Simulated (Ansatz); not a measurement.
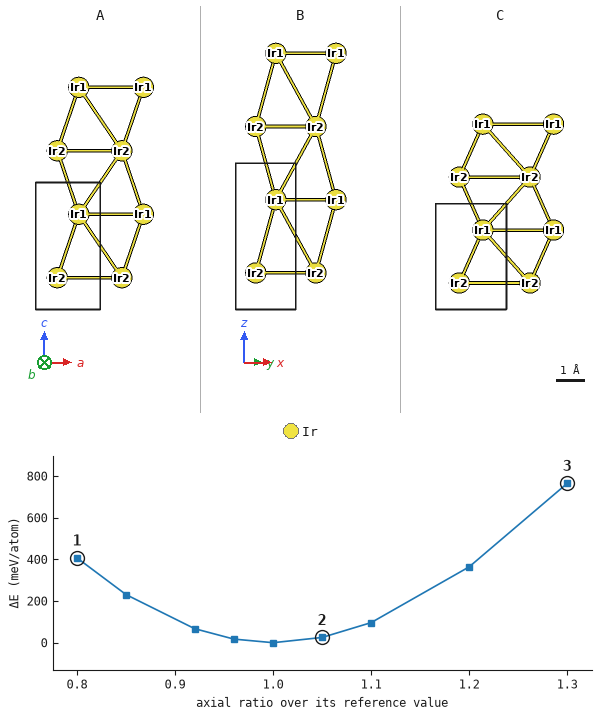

A crystal of Ir (P6_3/mmc): the ratio of the cell's length along z to its lengths across, counted as 1 for the reference, is changed at fixed volume (a c/a path), with the atoms kept at their fractional coordinates. x, y and z are the Cartesian axes of the input. The frames are shuffled; the numbered points of the plot belong to them. The picture is a ball-and-stick view of the cell of the calculation, repeated 2 × 2 × 2 with one cell outlined, seen along the b axis.

All numbers below come from DFT PBE, scalar-relativistic, plane waves, PAW in Ansatz 0.2.0. Settings: plane-wave cutoff 420 eV; k-point mesh 24 × 24 × 12; occupations gaussian; smearing width 0.15 eV; no spin polarisation. Energies (free energies at the smearing named) are counted from the cell as listed in its source, which wasn't relaxed.

Match the frames to the points.

Answer. Point 1 is frame C (the relative ratio 0.80, 407 meV/atom); 2 is frame A (the relative ratio 1.05, 25 meV/atom); 3 is frame B (the relative ratio 1.30, 765 meV/atom). The lowest computed point lies at the relative ratio 1.00 (0 meV/atom). The unrelaxed reference is under a pressure of −1.4 GPa. The distortion keeps the space group P6_3/mmc. At the relative ratio 1.30 the cell of the drawing goes a 2.751 → 2.521 Å, b 2.751 → 2.521 Å, c 4.462 → 5.315 Å.
